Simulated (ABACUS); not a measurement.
## PbSe: 7 runs along one coordinate

System: PbSe (2 atoms in the cell).
Method: Kohn-Sham DFT of a periodic cell, PBEsol, PseudoDojo NC SR 0.4.1 PBEsol standard, no spin polarisation (ABACUS 3.10.1).

The 7 runs differ only in the geometry, by an even scaling of the cell at fixed fractional positions. The structure derives from an entry of the Crystallography Open Database.

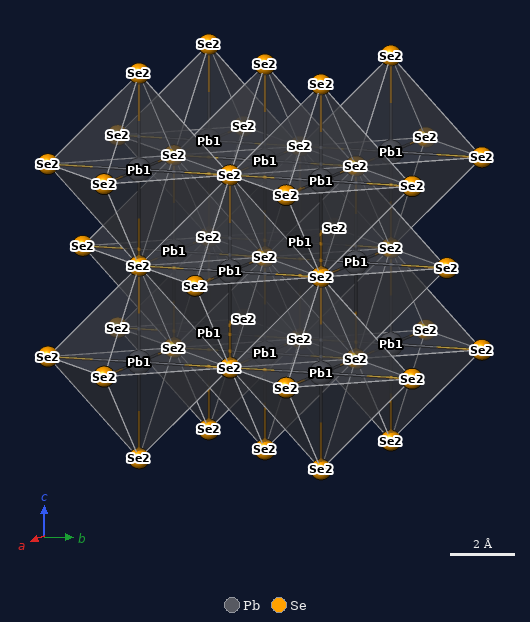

Figure 1. The structure of run 4 (polyhedral view of the cell 4 times as large as that of the calculation, set on its symmetry axes, seen slightly off an axis; polyhedra are completed across the faces of the cell; atoms are numbered from 1 in the order of the input). An atom can appear more than once, as a periodic image.

## Input file of run 4
```
INPUT_PARAMETERS
suffix              PbSe
calculation         scf
basis_type          pw
pseudo_dir          ./
symmetry            1
dft_functional      pbesol
ecutwfc             87
pseudo_rcut         7
nspin               1
nbands              19
ks_solver           dav
smearing_method     fd
smearing_sigma      0.00367493
scf_thr             1e-08
scf_nmax            100
mixing_type         broyden
mixing_beta         0.7
cal_force           1
cal_stress          1
kpar                4
```

## File STRU of run 4
```
ATOMIC_SPECIES
Pb 207.2000 Pb.upf
Se 78.9710 Se.upf

LATTICE_CONSTANT
1.8897261246

LATTICE_VECTORS
0.0000000000 3.0606500000 3.0606500000
3.0606500000 0.0000000000 3.0606500000
3.0606500000 3.0606500000 0.0000000000

ATOMIC_POSITIONS
Direct

Pb
0.0
1
0.0000000000 0.0000000000 0.0000000000 1 1 1

Se
0.0
1
0.5000000000 0.5000000000 0.5000000000 1 1 1
```

## File KPT of run 4
```
K_POINTS
0
Gamma
8 8 8 0 0 0
```

Command:
```bash
OMP_NUM_THREADS=1 mpirun -np 4 abacus > log
```

Lattice vectors (Å) and fractional positions of run 4:
```
   0.000000    3.060650    3.060650
   3.060650    0.000000    3.060650
   3.060650    3.060650    0.000000
Pb  0.000000  0.000000  0.000000
Se  0.500000  0.500000  0.500000
```

Run 2 differs from it as follows:
```diff
-0.0000000000 3.0606500000 3.0606500000
-3.0606500000 0.0000000000 3.0606500000
-3.0606500000 3.0606500000 0.0000000000
+0.0000000000 3.0192847941 3.0192847941
+3.0192847941 0.0000000000 3.0192847941
+3.0192847941 3.0192847941 0.0000000000
```

## Results, with one run withheld

```csv
run,volume per atom (Å³),"free energy per atom, from the lowest run given (meV)",pressure (GPa),gap on the mesh (eV)
1,26.951,13.10,3.10,0.01
2,27.524,?,?,?
3,28.097,0.15,0.58,0.14
4,28.671,0.00,−0.50,0.21
5,29.244,3.51,−1.47,0.27
6,29.818,10.33,−2.35,0.33
7,30.391,20.10,−3.12,0.39
```

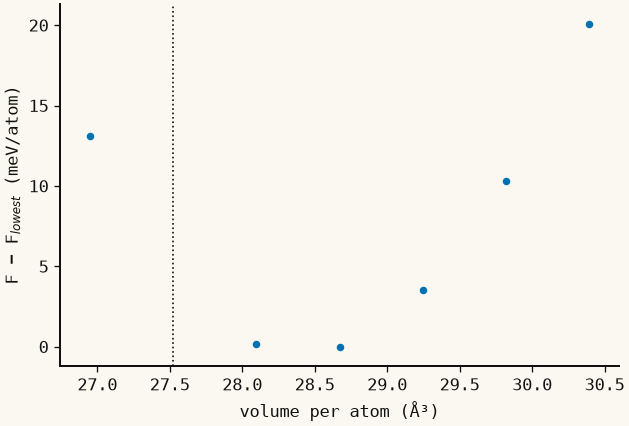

Figure 2. Free energy per atom of the runs given; the dotted line marks run 2.

Fit the runs given and predict run 2.

A cubic polynomial in V^(−2/3) (the Birch–Murnaghan form), fitted to the 6 runs given, misses them by under 0.01 meV per atom. With x = V^(−2/3) − 0.10637 Å⁻², it reads F = 0.601 − 1926.5 x + 9.1619e+05 x² + 9.6249e+05 x³ (meV per atom). At run 2 it gives 4.37 meV per atom, and the run itself gives 4.37. The slope of the fit gives a pressure −dF/dV of 1.79 GPa there, and the run prints 1.77 GPa. The fit has its minimum at 28.404 Å³ per atom, where V d²F/dV² gives 53.2 GPa: the bulk modulus at this level, since symmetry fixes the shape and the positions. The gap on the mesh goes, without turning, from 0.01 eV in run 1 to 0.39 eV in run 7; run 2 has 0.07 eV. These are gaps of this functional on this mesh, which can miss the band edges; they aren't the measured gap.

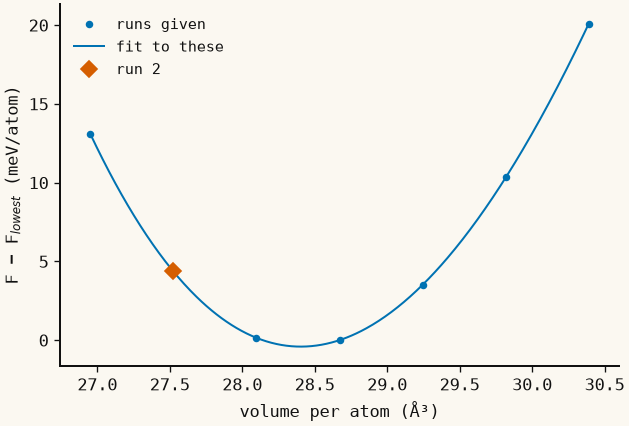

Figure 3. The fit and the withheld run.

## Some lines of the output (run 2)
```
[...]
                          Volume (Bohr^3) = 371.483
                             Volume (A^3) = 55.048
 E_Fermi        0.7315942078         9.9538498503
 E_Fermi        0.7463553857         10.1546859783
 E_Fermi        0.7414197766         10.0875335717
 E_Fermi        0.7422104270         10.0982909229
 E_Fermi        0.7422792620         10.0992274698
 E_Fermi        0.7423238639         10.0998343099
 E_KS(sigma->0) -382.8351216030      -5208.7390483234
 E_Fermi        0.7423341093         10.0999737067
 final etot is -5208.7395489 eV
 EFERMI = 10.099973707 eV
 TOTAL-PRESSURE: 17.744141 KBAR
 !FINAL_ETOT_IS -5208.7395489300333793 eV
```

Notes: Spin–orbit coupling is left out, which matters for Pb.
